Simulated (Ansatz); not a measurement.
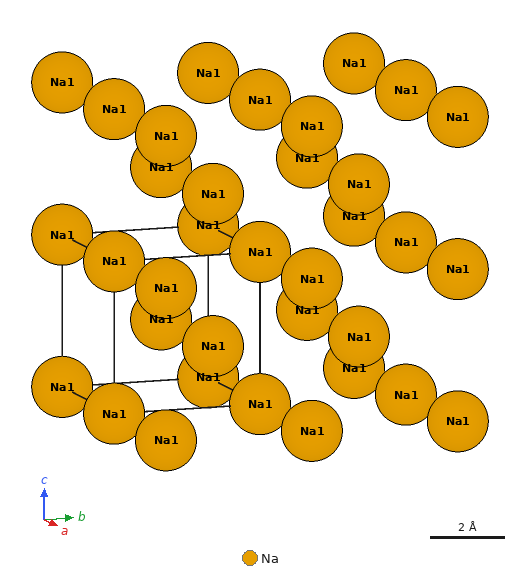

The starting point is a crystal of Na (set up in Im-3m). Style: spheres-only. Shown: the conventional cell (2 times the calculation's cell), repeated 2 × 2 × 2 with one cell outlined, slightly off an axis. Lengths and directions refer to the drawn axes.

Method: DFT, PBEsol, PAW with Ansatz's default frozen-core files, scalar-relativistic (Ansatz). Settings: plane-wave cutoff 420 eV; k-point mesh 12 × 12 × 12; occupations fermi dirac; smearing width 0.05 eV; no spin polarisation.

Change: The cell is strained by +1.0 % along c and none across it (volume +1.0 %), the atoms keeping their fractional coordinates. No relaxation follows.

### What is the effect?

Some distances before and after: Na–Na 3.668 → 3.680 Å. The space group (tolerance 0.01 Å) goes from Im-3m (No. 229) to I4/mmm (No. 139). The energy changes by less than 1 meV per atom. The pressure goes from −0.3 to −0.4 GPa. All forces vanish by symmetry.
